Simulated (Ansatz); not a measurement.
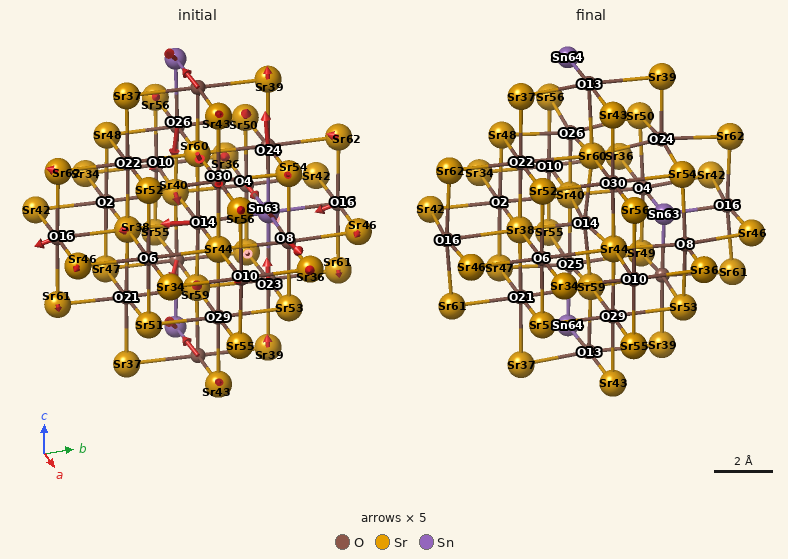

The structure of a defect cell of composition O₃₂Sr₃₀Sn₂ before (left) and after (right) a relaxation, at one scale. The red arrows give the displacements, magnified 5 times.

Style: ball-and-stick. Shown: the atoms within 5.8 Å of the atom that moves most (axes of the cell of the calculation (origin shifted)), from a free direction.

All numbers below come from Ansatz, DFT, PBEsol, PAW, plane waves. Set-up: plane-wave cutoff 420 eV; k-point mesh 1 × 1 × 1; mesh shifted by (0.25, 0.25, 0.25); no spin polarisation; atoms relaxed in a fixed cell; force threshold 0.03 eV/Å; at most 80 steps.

> Describe what moved and what it gained.

The energy falls by 0.541 eV per cell of the calculation in 6 geometry steps. The largest force component goes from 0.52 to 0.025 eV/Å. The largest move is that of O14, 0.27 Å roughly along −b. Largest moves by element: O 0.27 Å, Sn 0.24 Å, Sr 0.13 Å. The lattice vectors keep their values. Some distances before and after: O8–Sn63 2.560 → 2.976 Å, O24–Sn63 2.552 → 2.966 Å, O26–Sn64 2.578 → 2.967 Å, O14–Sn63 2.571 → 2.958 Å. Among the angles between lasting bonds that change: O14–Sr60–O24 88.9° → 104.4°, O8–Sr44–O14 89.6° → 102.8°, Sr60–O24–Sr62 179.4° → 167.1°. The run took 10 s on 1 × NVIDIA GB300 Max-Q with 8 threads of Arm Neoverse-V2, peak memory 1.8 GiB.
